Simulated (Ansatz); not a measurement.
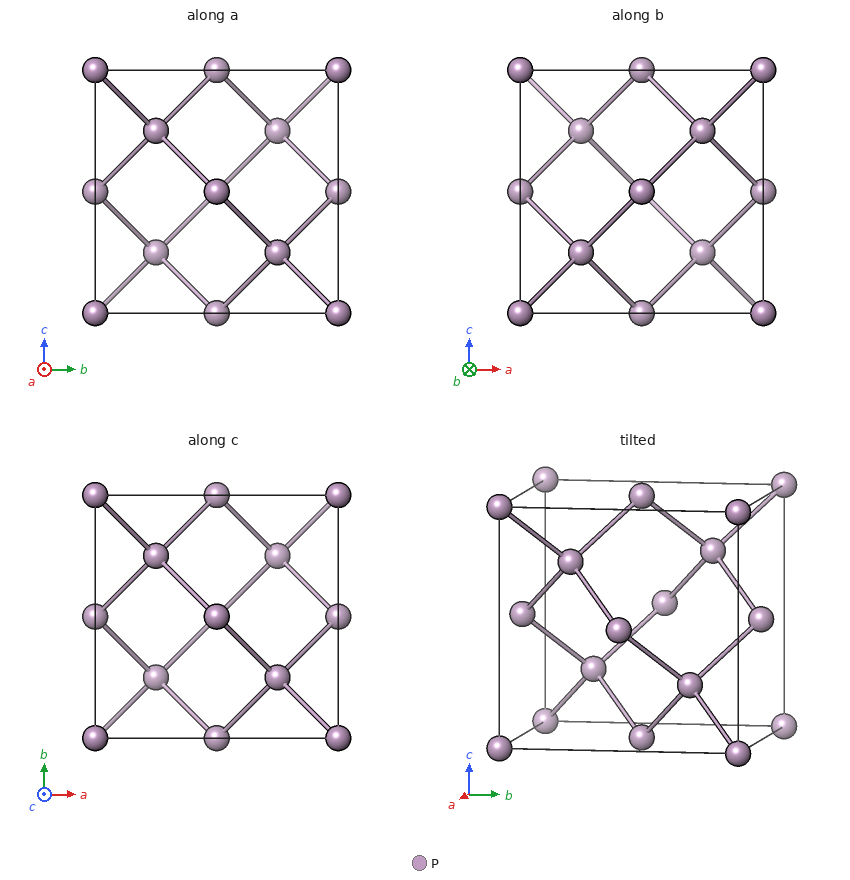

The crystal in a ball-and-stick representation, seen along the a axis, along the b axis, along the c axis and slightly off an axis. The parallelepiped is the conventional unit cell.

Lattice parameters: a = 5.197 Å, b = 5.197 Å, c = 5.197 Å, α = 90.00°, β = 90.00°, γ = 90.00°.

From the views, write a table of Wyckoff sites.

Answer. Space group Fd-3m:1 (No. 227).
```json
{"atom": "P", "site": "8a", "x": "0.2500", "y": "0.7500", "z": "0.7500"}
```

The structure comes from a structure type filled with this element by a generator (whether the element takes this form wasn't checked). Earlier steps of the study may have refined or changed the cell and positions. Ansatz was used for an electronic-structure calculation on it.

At this level of theory the cell isn't at rest (compressed, at 8 GPa), so its distances can differ from those at equilibrium, the more so the softer the solid.
